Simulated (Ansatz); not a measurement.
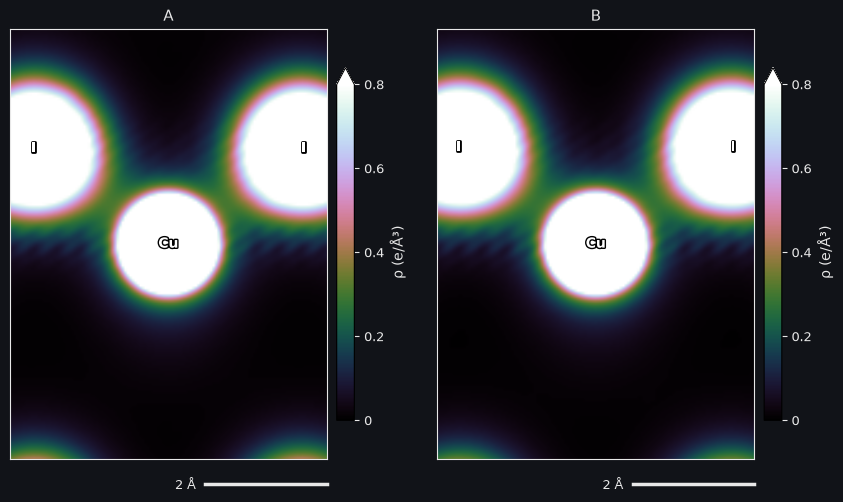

CuI. The valence pseudo-density of two cells that differ in size, on the (11̄0) plane of each (indices in the axes of the calculation cell), at one length scale and on one colour scale: B has 32.5 Å³ an atom and A 31.0.

Theory: DFT PBE, scalar-relativistic, plane waves, PAW in Ansatz 0.2.0.

The density is the valence pseudo-density of a PAW calculation; it isn't the true density close to the nuclei.

The larger cell:

```cif
data_structure
_symmetry_space_group_name_H-M 'P 1'
_symmetry_Int_Tables_number 1
_cell_length_a 4.5126
_cell_length_b 4.5126
_cell_length_c 4.5126
_cell_angle_alpha 60.000
_cell_angle_beta 60.000
_cell_angle_gamma 60.000
_cell_volume 64.98
loop_
_atom_site_label
_atom_site_type_symbol
_atom_site_fract_x
_atom_site_fract_y
_atom_site_fract_z
_atom_site_occupancy
Cu1 Cu 0.75000 0.75000 0.75000 1
I1 I 0.00000 0.00000 0.00000 1
```

The smaller cell: a = 4.441 Å, b = 4.441 Å, c = 4.441 Å, α = 60.00°, β = 60.00°, γ = 60.00°.

What does the compression do to the bonding and the properties?

Answer. From the larger cell to the smaller, Cu–I goes from 2.76 to 2.72 Å, and the density at its midpoint from 0.33 to 0.35 e/Å³; the pressure goes from −3.9 to −2.9 GPa; the Kohn–Sham gap goes from 0.78 eV to 0.88 eV.
